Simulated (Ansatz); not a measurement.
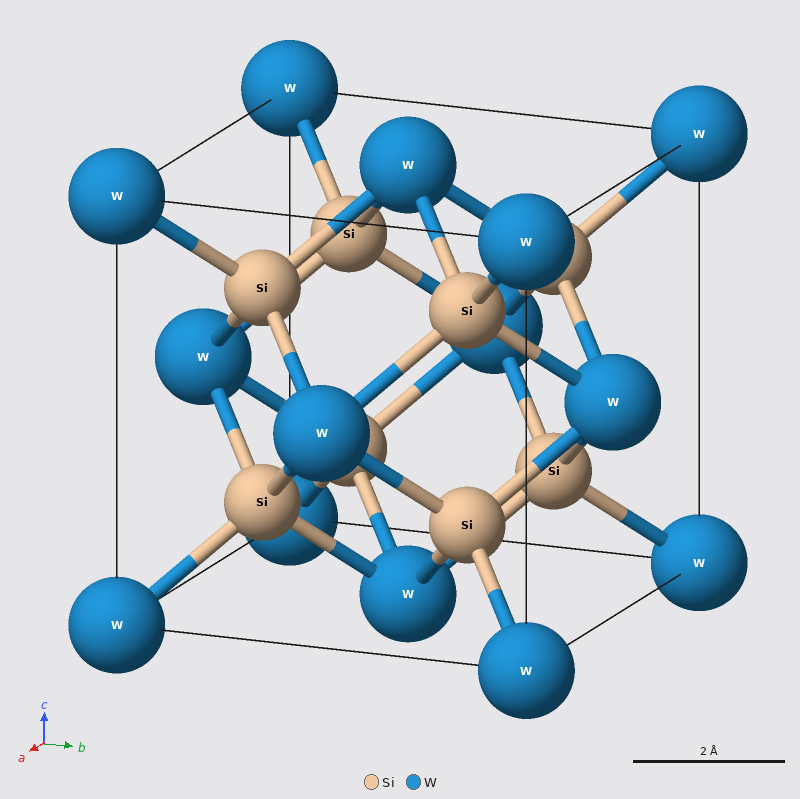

Shown here is a ball-and-stick view of the crystal, taken slightly off an axis. Lines trace the edges of the conventional unit cell. Cell: a = 5.89 Å, b = 5.89 Å, c = 5.89 Å, α = 90.00°, β = 90.00°, γ = 90.00°.

The initial geometry was a random cell made by a generator, so it need not be a real form of the compound. Earlier steps of the study may have refined or changed the cell and positions. Ansatz was used for an electronic-structure calculation on it.

### Caption:

Its composition is Si2W. The atoms follow space group Fm-3m (No. 225); the Bravais lattice is face-centred cubic. Prototype: antifluorite. The cell has 12 atoms, namely 8 Si, 4 W. Si is linked to four W in a tetrahedral arrangement at about 2.6 Å. The W atoms are each bonded to eight Si in a cubic arrangement at about 2.6 Å. The bonds build a three-dimensional framework.

Run with DFT PBE, scalar-relativistic, plane waves, PAW (Ansatz) and these settings: 420 eV cutoff, k-points about 0.13 Å⁻¹ apart, Gaussian smearing of 0.1 eV, no spin polarisation.

### Classify it as metallic or gapped, with the value.

A metal: bands cross the Fermi level.

### What does a Bader analysis give?

Si +0.12 e; W -0.23 e.

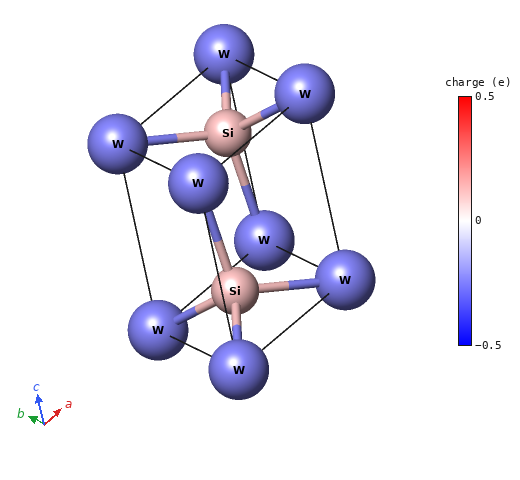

The atoms coloured by those charges. The run's cell of 3 atoms is drawn, so axes and origin can differ from the first picture.

### Does the calculation find this structure at rest?

Yes. All forces vanish to within 0.01 eV/Å. The pressure is 0.0 GPa, close to zero.
